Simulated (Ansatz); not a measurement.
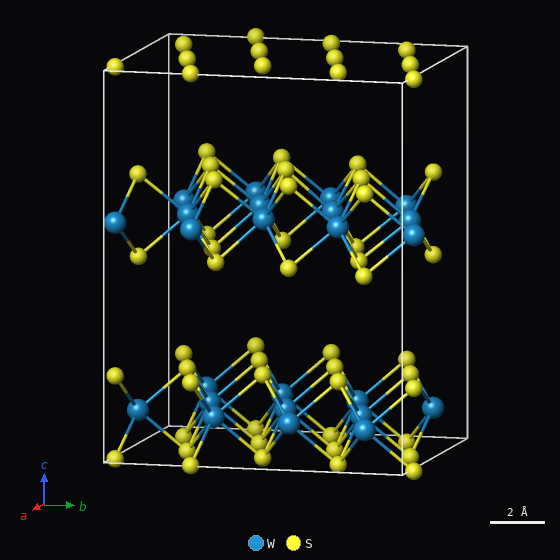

Ball-and-stick drawing of the structure, looking slightly off an axis. The parallelepiped is the supercell. The host is WS$_{2}$, in a cell of 66 sites, and the cell is neutral.

What defect is present?

Answer. A sulfur vacancy. Around the empty site lie three W at about 2.4 Å.

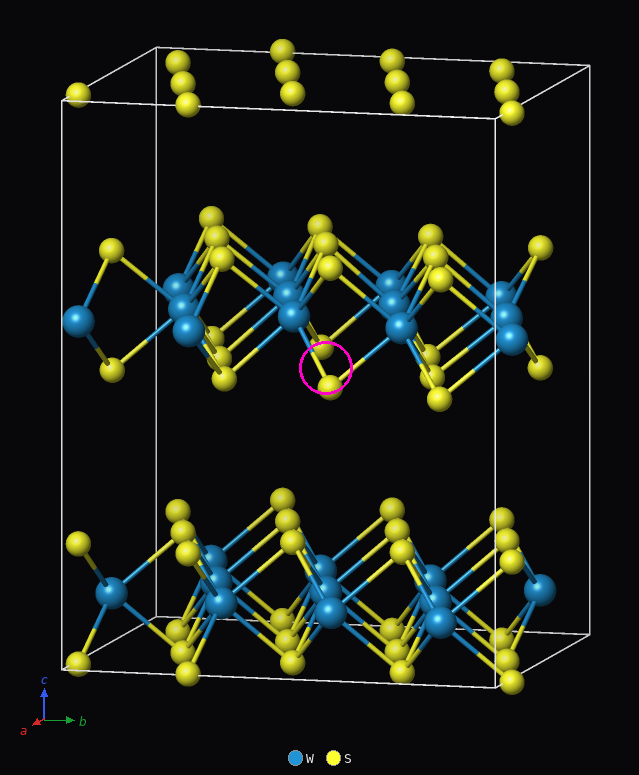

The same cell with a ring at the defect's site.

The atoms were relaxed in the host's cell with DFT PBE, scalar-relativistic, plane waves, PAW in Ansatz.
